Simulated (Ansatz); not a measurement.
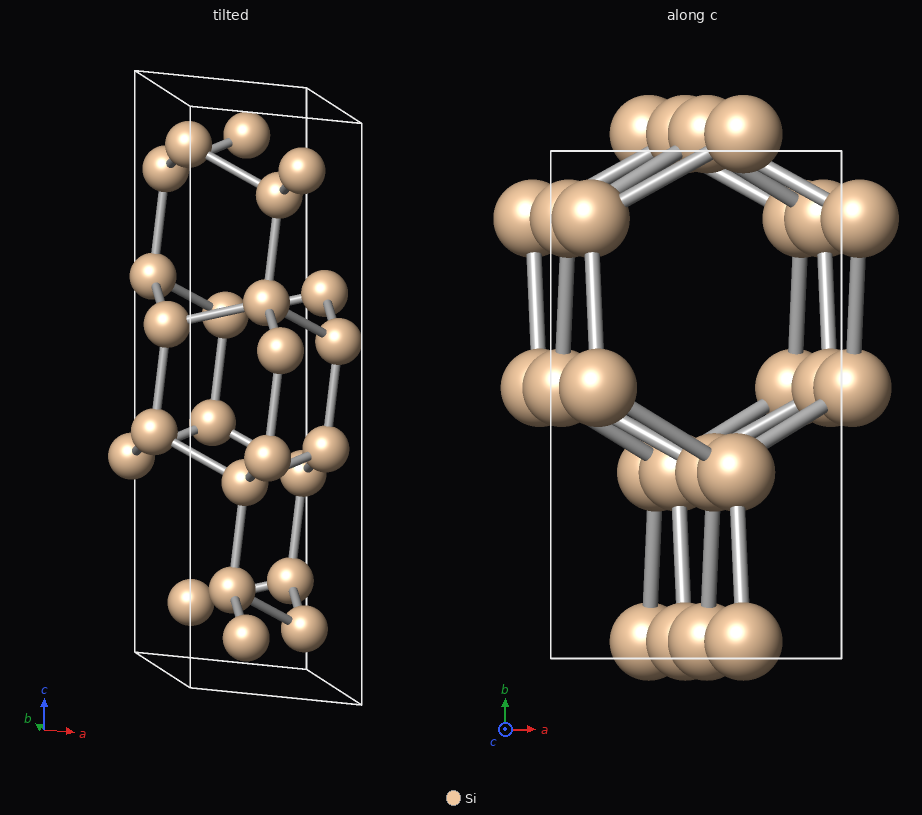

Ball-and-stick drawing of the structure, looking slightly off an axis and along the c axis. The edges of the conventional unit cell are marked.

- The element is silicon.
- Space group C2 (No. 5), lattice base-centred monoclinic.
- The cell holds 16 atoms.
- The numbers of neighbours within bonding distance are Si 3 to 4 (mean 3.8).
- The bonds build Si layers parallel to (001).

Its origin is a structure listed in the Materials Project. The cell was then strained or its atoms displaced on purpose. A calculation with Ansatz used it as input.

At this level of theory the run's own cell isn't at rest (forces up to 0.9 eV/Å), so its distances can differ from those at equilibrium, the more so the softer the solid.
